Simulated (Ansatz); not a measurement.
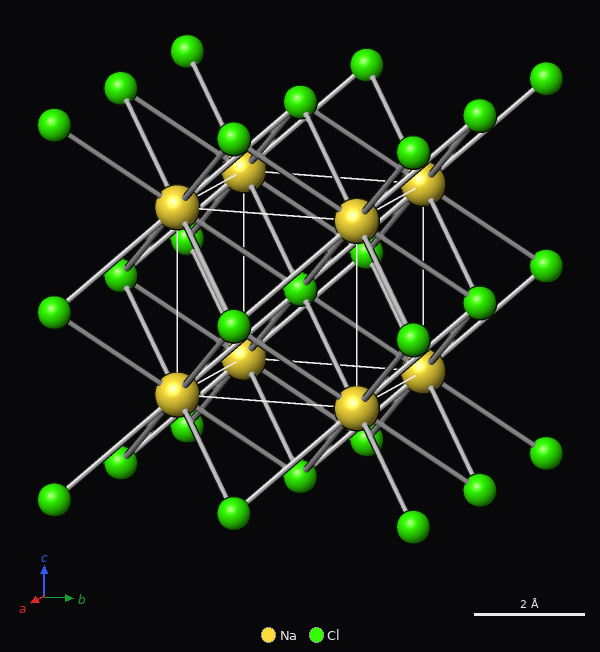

Reference structure: a symmetric starting cell of NaCl. The picture is a ball-and-stick view of the cell of the calculation, seen slightly off an axis.

Level of theory: DFT PBEsol, scalar-relativistic, plane waves, PAW (Ansatz 0.2.0). (plane-wave cutoff 420 eV; k-point mesh 6 × 6 × 6; occupations gaussian; smearing width 0.02 eV; no spin polarisation)

Now this is done to it. The cell is strained by +2.9 % along a and −3.1 % across it (volume −3.4 %) and atoms are displaced by 0.03 Å relative to the cell: Cl 0.03 Å along +a, Na 0.03 Å along −a. No relaxation follows. The starting cell wasn't computed here and needn't be at equilibrium, so pressure and forces aren't due to the change alone.

What is the effect?

Answer. Among the bonded contacts that change: Cl–Na 3.033 → 2.964 to 3.038 Å. The space group (tolerance 0.01 Å) goes from Pm-3m (No. 221) to P4mm (No. 99). The pressure is −0.2 GPa (not all of it need come from the change, since the unchanged cell can be under pressure at this level too). The principal stresses (compression positive) are −3.3 GPa along a and 1.3 GPa across it. The largest forces, 0.023 eV/Å, act on Na and Cl.

The changed structure in the same view:

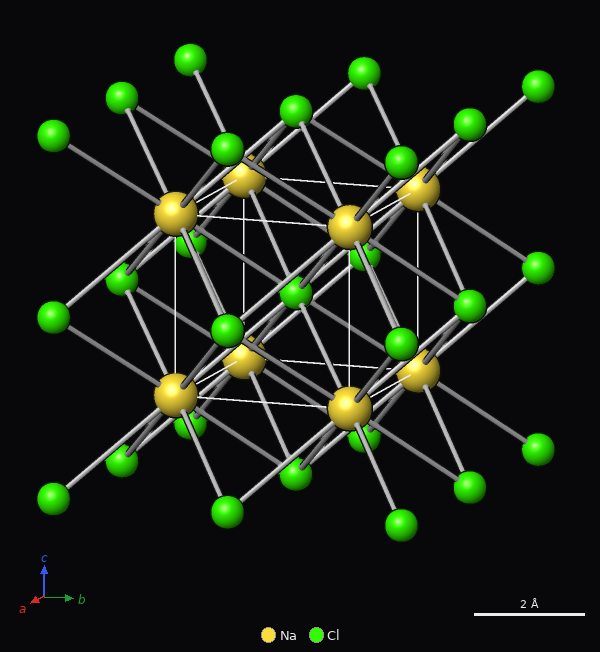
